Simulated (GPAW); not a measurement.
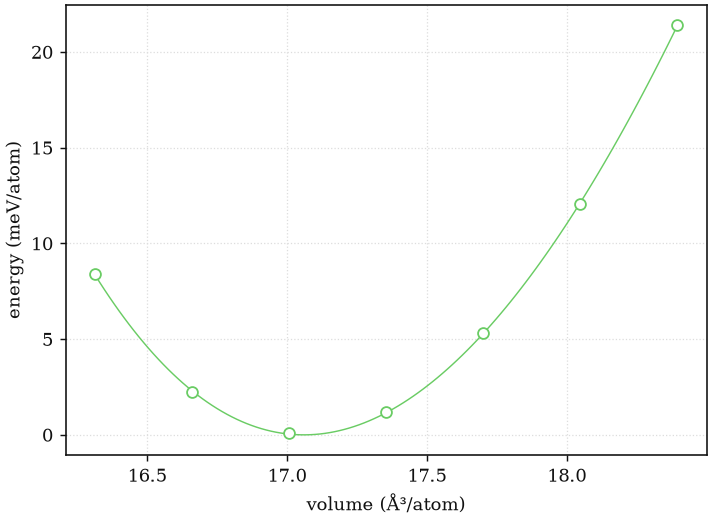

The plot gives the computed energy against volume for PbF₂, space group Fm-3m (No. 225).

Starting cell:
```
CELL_PARAMETERS angstrom
0.00000 2.96366 2.96366
2.96366 0.00000 2.96366
2.96366 2.96366 0.00000
ATOMIC_POSITIONS crystal
Pb 0.00000 0.00000 0.00000
F 0.75000 0.75000 0.75000
F 0.25000 0.25000 0.25000
```

Calculation (GPAW 26.7.0): PAW DFT in plane waves, on a grid or in atomic orbitals, no spin polarisation; energies at scaled volumes of the given cell, shape and fractions fixed, counted from the fit's minimum, third-order Birch-Murnaghan fit. Level: PBEsol.

- k mesh: 8×8×8
- occupations: Fermi–Dirac
- smearing width: 0.05 eV
- potentials: PAW data sets made by gpaw setup for the functional
- wave cutoff: 800 eV
- program settings: basis pw

This calculation gives: equilibrium volume 17.06 Å³/atom and bulk modulus 75.4 GPa.

Now Pb is replaced by Ba on all its sites, which gives BaF₂ in the same structure. The second calculation uses k mesh 6×6×6. Predict the effect.

The equilibrium volume rises from 17.06 to 19.56 Å³/atom (+15 %) and the bulk modulus falls from 75.4 to 61.3 GPa (−19 %).

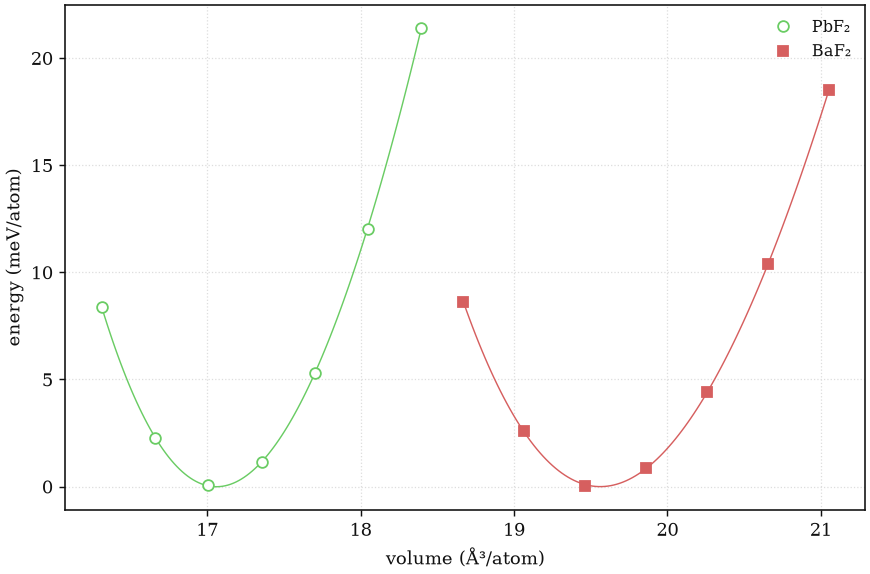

The two results together.

For PbF₂, limits of the calculation: spin-orbit coupling left out, heavy elements.

V0 and the bulk modulus come from third-order Birch–Murnaghan fits.
